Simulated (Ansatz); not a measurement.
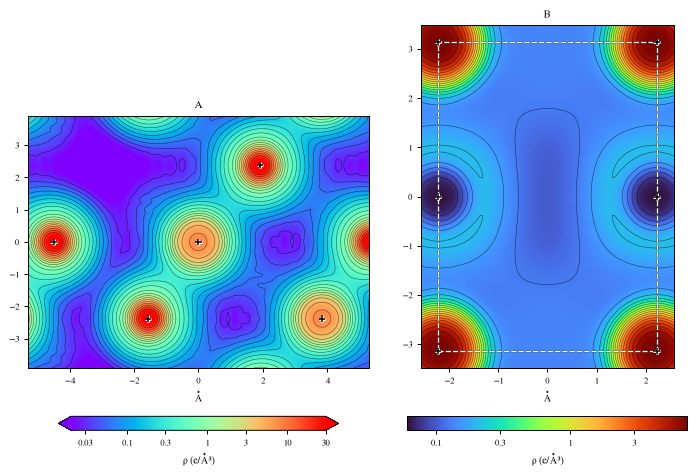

The valence charge density (pseudo) of 2 systems, each on a plane through atoms (crosses mark nuclei in the plane).

Theory: DFT PBEsol, scalar-relativistic, plane waves, PAW in Ansatz 0.2.0.

System 1: Bi₂Se₃, the (110) plane of the conventional cell. Space group P-3m1.

```cif
data_structure
_symmetry_space_group_name_H-M 'P 1'
_symmetry_Int_Tables_number 1
_cell_length_a 4.1212
_cell_length_b 4.1213
_cell_length_c 9.8910
_cell_angle_alpha 89.989
_cell_angle_beta 89.989
_cell_angle_gamma 120.000
_cell_volume 145.49
loop_
_atom_site_label
_atom_site_type_symbol
_atom_site_fract_x
_atom_site_fract_y
_atom_site_fract_z
_atom_site_occupancy
Bi1 Bi 0.66700 0.33400 0.80630 1
Bi2 Bi 0.33333 0.66700 0.19370 1
Se1 Se 0.00016 0.00050 0.00000 1
Se2 Se 0.66650 0.33351 0.35188 1
Se3 Se 0.33383 0.66750 0.64812 1
```

System 2: Sc₃Al, the (110) plane of the conventional cell. Space group Pm-3m; a structure from a database of computed crystals, not necessarily the ambient phase; changed on purpose from its base cell (strain +0.015 along x and y, +0.015 along z, atoms carried along); computed pressure about −3 GPa in this cell.

Q: Which map belongs to which system?

A: Panel A is system 1, Bi₂Se₃: the plane holds Bi and Se. Bi–Se (2.85 Å): ρ at the midpoint is about 0.34 e/Å³. Panel B is system 2, Sc₃Al: the plane holds Sc and Al. Sc–Al (3.14 Å): the density is about 0.15 e/Å³ at the midpoint.
